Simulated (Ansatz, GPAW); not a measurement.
# Ga2SSe monolayer: simulated STM images, part 3 of 3

Aim: Tersoff-Hamann images of Ga2SSe monolayer at several biases.

GPAW 26.7.0 and Ansatz 0.2.0; Ansatz plane waves; layer without images along its normal, relaxation of atoms and in-plane cell (the session's first sound run).

So far, upper work function (eV): step 3 (plane waves, PBE) 5.09.

### 4. A second plane-wave code (continued)

Level of this step: Ansatz plane waves; slab in vacuum with a dipole correction (Ansatz).

The valence density, planar mean oscillates, so the rows of the table below give means over windows of 2 Å about each position, cut where the curve ends. Its maxima inside the range that stand out by 2 % of the span (Å: e/Å³): 7.0: 1.62, 8.2: 1.52, 10.6: 1.54. Its minima: 7.6: 0.482, 9.3: 0.102.

Valence density, planar mean against z; means over each step:

| z (Å) | valence density, planar mean (e/Å³) |
| --- | --- |
| 2 | 3.8e-6 |
| 4 | 0.00124 |
| 6 | 0.402 |
| 8 | 0.785 |
| 10 | 0.524 |
| 12 | 0.282 |
| 14 | 0.00531 |
| 16 | 1.2e-5 |

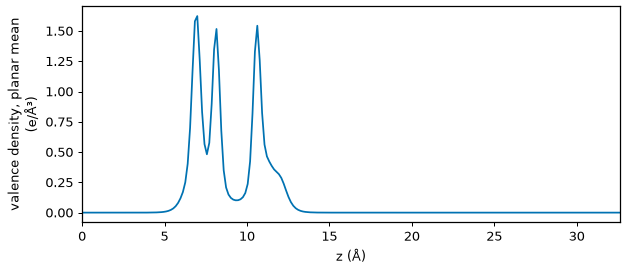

Valence density, planar mean, plotted against z.

E_range_-1.5_0. The planar mean of the window's density by height over the top atom:

| height over the top atom (Å) | planar mean of the window's density (e/Å³) |
| --- | --- |
| 1.50 | 0.00265 |
| 1.90 | 0.00101 |
| 2.30 | 3.8e-4 |
| 2.70 | 1.4e-4 |
| 3.10 | 5.2e-5 |
| 3.30 | 3.1e-5 |
| 3.70 | 1.1e-5 |
| 4.10 | 4.0e-6 |
| 4.50 | 1.4e-6 |
| 4.90 | 5.0e-7 |
| 5.30 | 1.7e-7 |
| 5.70 | 6.1e-8 |
| 6.10 | 2.1e-8 |
| 6.30 | 1.3e-8 |
| 6.70 | 4.4e-9 |
| 7.10 | 1.5e-9 |
| 7.50 | 5.4e-10 |
| 7.90 | 1.9e-10 |

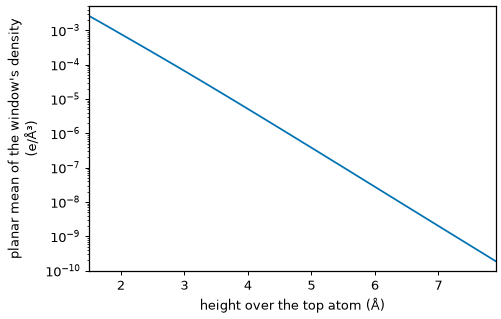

Planar mean of the window's density against height over the top atom.

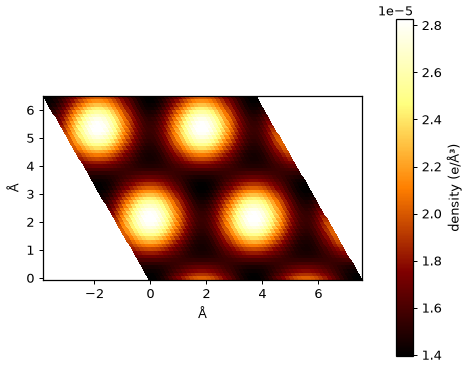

Density over a1 and a2. Constant height 3.5 Å over the top atom, window e_range_-1.5_0. The cell is repeated, with its origin at the lower left corner.

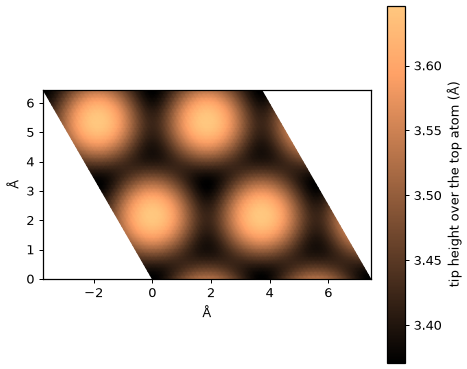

Tip height over the top atom over a1 and a2. Constant current at the density 1.868e-05 e/Å^3, window e_range_-1.5_0. The cell is repeated, with its origin at the lower left corner.

E_range_0_2. Planar mean of the window's density against height over the top atom:

| height over the top atom (Å) | planar mean of the window's density (e/Å³) |
| --- | --- |
| 1.50 | 0.00288 |
| 1.90 | 0.00127 |
| 2.30 | 5.6e-4 |
| 2.70 | 2.4e-4 |
| 3.10 | 1.0e-4 |
| 3.30 | 6.8e-5 |
| 3.70 | 2.9e-5 |
| 4.10 | 1.2e-5 |
| 4.50 | 5.4e-6 |
| 4.90 | 2.3e-6 |
| 5.30 | 1.0e-6 |
| 5.70 | 4.3e-7 |
| 6.10 | 1.9e-7 |
| 6.30 | 1.3e-7 |
| 6.70 | 5.5e-8 |
| 7.10 | 2.4e-8 |
| 7.50 | 1.1e-8 |
| 7.90 | 4.8e-9 |

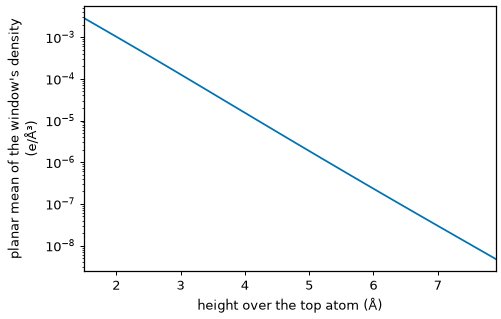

Planar mean of the window's density against height over the top atom.

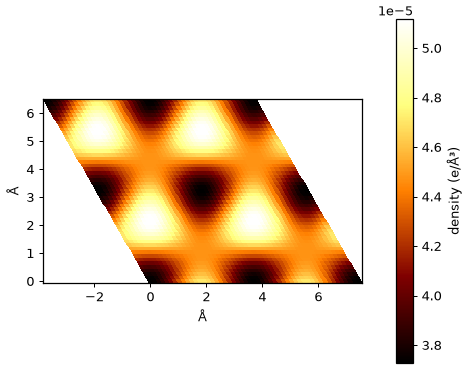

Density over a1 and a2. Constant height 3.5 Å over the top atom, window e_range_0_2. The cell is repeated, with its origin at the lower left corner.

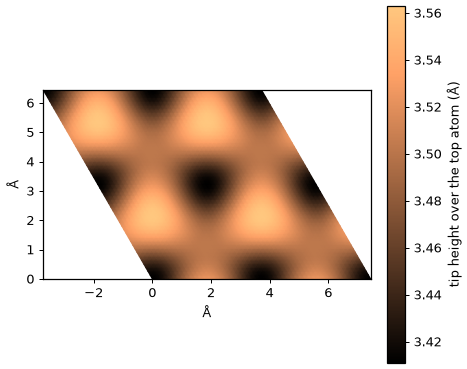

Tip height over the top atom over a1 and a2. Constant current at the density 4.457e-05 e/Å^3, window e_range_0_2. The cell is repeated, with its origin at the lower left corner.

In a gap the Fermi level hangs on smearing and numerics, so the band edges are what compares: from the upper vacuum level Ansatz gives an ionisation energy of 6.16 eV and an affinity of 4.13 eV, GPAW 6.16 and 4.12 eV.

### 5. Side by side

Results and costs are gathered.

This step: comparison of work functions, dipole and cost (GPAW 26.7.0).

Ladder, by row:

| step | code | work function, upper (eV) | work function, lower (eV) | dipole (e Å) | wall time (s) | peak memory (GiB) | threads |
| --- | --- | --- | --- | --- | --- | --- | --- |
| pw | GPAW | 5.086 | 4.829 | -0.01724 | 53.74 | 0.31 | 1 |
| ansatz | Ansatz | 5.077 | 4.811 | -0.01763 | 5.15 | 0.731 | 4 |

### 6. Summary of results

```
work function, upper and lower face (Fermi level placed in the gap by the smearing) : 5.086 and 4.829 eV
ionisation energy from the upper face (highest filled level on the mesh)            : 6.16 eV
electron affinity from the upper face (lowest empty Kohn-Sham level on the mesh)    : 4.12 eV
dipole along the normal                                                             : -0.0172 e Å
corrugation at -1.5 V                                                               : 0.272 Å
corrugation at 2 V                                                                  : 0.153 Å
```

In words: The corrugation at constant current is largest at -1.5 V, where the tip height varies by 0.27 Å over the cell. Negative sample bias images filled states, positive bias empty ones. The two faces differ by 0.26 eV, the step that the slab's dipole makes (e p/(ε0 A) gives 0.26 eV), so the dipole layer is needed. The levels nearest the Fermi level on the mesh lie 2.04 eV apart, so the slab is gapped there: the smearing puts the Fermi level inside the gap, and from either face the ionisation energy is the work function plus 1.1 eV. Both are Kohn-Sham levels on the mesh, and semilocal gaps are too small, so the affinity tends to come out too large and the ionisation energy too small. The images are of Tersoff-Hamann type: an s-wave tip, no tip-sample forces, heights closer than in a microscope. Ansatz gives corrugations of 0.28 Å at -1.5 V (GPAW 0.27) and 0.15 Å at 2 V (GPAW 0.15). GPAW's time includes a further run over the whole zone for the images, so the two times are not like for like. Biases count from a Fermi level whose place in the gap is arbitrary, so only their reach past the band edges has a meaning. The layer's cell and atoms come from the relaxation; spin-orbit coupling and temperature are left out.

[Logs are printed without paths, hosts, clocks, repeated set-up lines and the standing remarks that a program may print on its own settings, such as how far it seeks lower states.]

[Hosts, paths, dates, database ids (printed as entryN), source tags and the programs' standing remarks are cut or masked in the printed files.]
